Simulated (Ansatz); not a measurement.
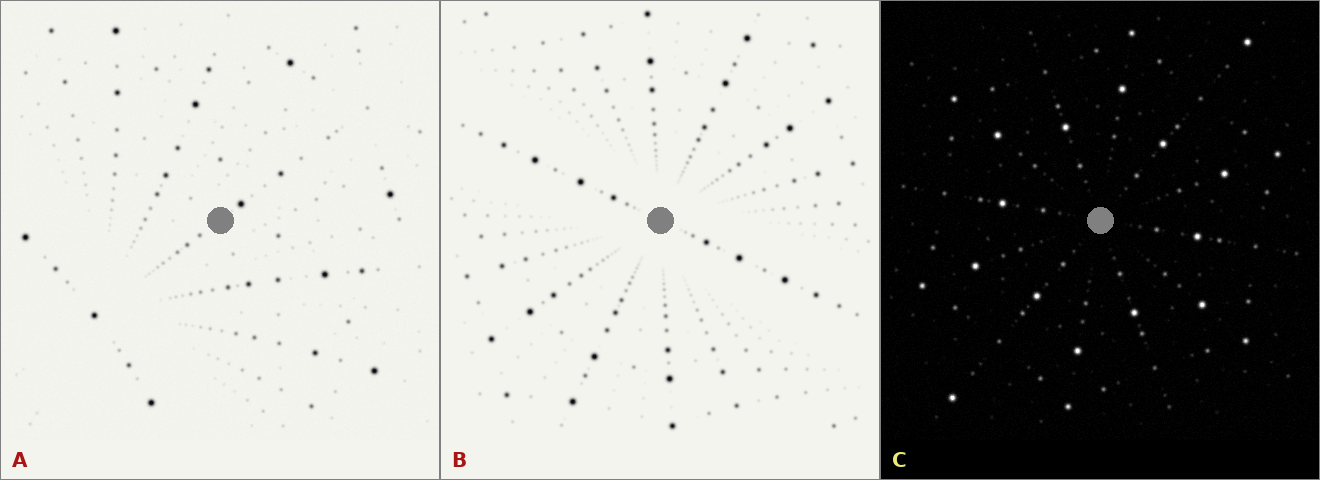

Simulated back-reflection Laue patterns (white X-rays, 0.45 to 2.2 Å, flat plate covering ±45° about the beam, kinematic intensities, seen from the source). Crystal: W, space group P6/mmm (No. 191), a = 4.701 Å, c = 2.618 Å (hexagonal axes). Structure: the end point of a relaxation with DFT, revPBE, plane waves (420 eV) with PAW, scalar-relativistic in Ansatz; the starting structure was generated, so it need not be a known form of this composition.

**The directions [001], [210], [211] point towards the source, in some order. Which is which?**

A: [211], symmetry m (one mirror line). B: [210], symmetry 2mm (a twofold axis with two mirror lines). C: [001], symmetry 6mm (a sixfold axis with mirror lines). The Laue class is 6/mmm.
